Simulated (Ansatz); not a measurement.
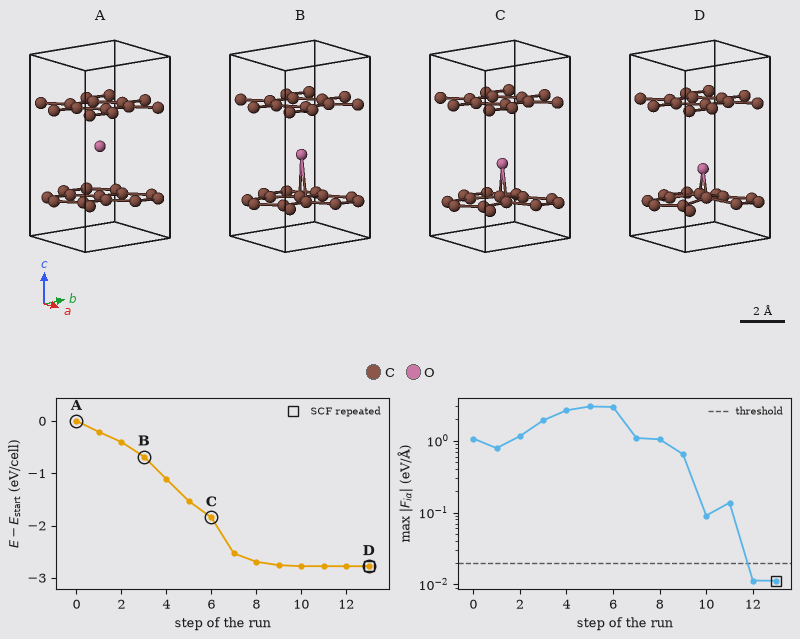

Frames of a relaxation of a defect cell of composition C$_{28}$O, marked on the history of the run. Style: ball-and-stick. Shown: the cell of the calculation (origin shifted), slightly off an axis.

Case: O interstitial, charge +0, atoms relaxed.

All numbers below come from Ansatz, DFT PBE, scalar-relativistic, plane waves, PAW.

Input
```yaml
crystal:
  lattice:
    - [1.2332663983, -6.4082401833, 0.0]
    - [4.9330655932, 4.2721601222, 0.0]
    - [0.0, 0.0, 8.4654490661]
  atoms:
    - { symbol: C, position: [0.8571428571, 0.2857142857, 0.25] }
    - { symbol: C, position: [0.4285714286, 0.1428571429, 0.25] }
    - { symbol: C, position: [0.0, 0.0, 0.25] }
    - { symbol: C, position: [0.7142857143, 0.5714285714, 0.25] }
    - { symbol: C, position: [0.2857142857, 0.4285714286, 0.25] }
    - { symbol: C, position: [0.5714285714, 0.8571428571, 0.25] }
    - { symbol: C, position: [0.1428571429, 0.7142857143, 0.25] }
    - { symbol: C, position: [0.8571428571, 0.2857142857, 0.75] }
    - { symbol: C, position: [0.4285714286, 0.1428571429, 0.75] }
    - { symbol: C, position: [0.0, 0.0, 0.75] }
    - { symbol: C, position: [0.7142857143, 0.5714285714, 0.75] }
    - { symbol: C, position: [0.2857142857, 0.4285714286, 0.75] }
    - { symbol: C, position: [0.5714285714, 0.8571428571, 0.75] }
    - { symbol: C, position: [0.1428571429, 0.7142857143, 0.75] }
    - { symbol: C, position: [0.6666666667, 0.3333333333, 0.25] }
    - { symbol: C, position: [0.2380952381, 0.1904761905, 0.25] }
    - { symbol: C, position: [0.8095238095, 0.0476190476, 0.25] }
    - { symbol: C, position: [0.5238095238, 0.619047619, 0.25] }
    - { symbol: C, position: [0.0952380952, 0.4761904762, 0.25] }
    - { symbol: C, position: [0.380952381, 0.9047619048, 0.25] }
    - { symbol: C, position: [0.9523809524, 0.7619047619, 0.25] }
    - { symbol: C, position: [0.9047619048, 0.5238095238, 0.75] }
    - { symbol: C, position: [0.4761904762, 0.380952381, 0.75] }
    - { symbol: C, position: [0.0476190476, 0.2380952381, 0.75] }
    - { symbol: C, position: [0.7619047619, 0.8095238095, 0.75] }
    - { symbol: C, position: [0.3333333333, 0.6666666667, 0.75] }
    - { symbol: C, position: [0.619047619, 0.0952380952, 0.75] }
    - { symbol: C, position: [0.1904761905, 0.9523809524, 0.75] }
    - { symbol: O, position: [0.8219323048, 0.0445699018, 0.5259752479] }
basis:
  ecutwfc: 420
  xc_grid: 2
kpoints:
  mp_grid: { grid: [4, 4, 3], shift: [0.0, 0.0, 0.0] }
hamiltonian:
  xc: pbe
scf:
  occupations: { method: gaussian, width: 0.1 }
output:
  forces: true
  stress: false
  eigenvalues: true
  write_density: true
  write_potential: true
  elf: true
  volumetric_format: npy
relax:
  adjacent_minimum: "off"
  f_tol: 0.02
  max_steps: 60
```

Command:
```bash
ansatz run input.yaml --threads 4 --pin off --max-ram 10240MiB --backend cpu --events-out ev --progress --plain --runs-dir out
```

> Describe the path.

After 12 accepted moves (13 points after the start) the energy has fallen by 2.777 eV per cell of the calculation. The largest force component goes from 1.1 to 0.011 eV/Å. 1 step only repeated the SCF at the same geometry. O29 moves most: 1.17 Å roughly along [1 0 −1]. Largest moves by element: O 1.17 Å, C 0.23 Å. The cell stays as it was. Near-neighbour distances that change, for instance: C3–O29 2.689 → 1.463 Å, C17–O29 2.338 → 1.463 Å, C3–C17 1.424 → 1.497 Å, C1–C17 1.424 → 1.462 Å. New bonds form, among them: C17–O29 (2.34 → 1.46 Å), C3–O29 (2.69 → 1.46 Å). From step 0 to 3: O29 moves most (0.50 Å), energy −0.680 eV per cell of the calculation. From step 3 to 6: O29 moves most (0.43 Å), energy −1.165 eV per cell of the calculation. From step 6 to 13: O29 moves most (0.26 Å), energy −0.933 eV per cell of the calculation.

Limits of the set-up: the periodic images lie only 6.5 Å apart, so the values are limited by the cell's size.
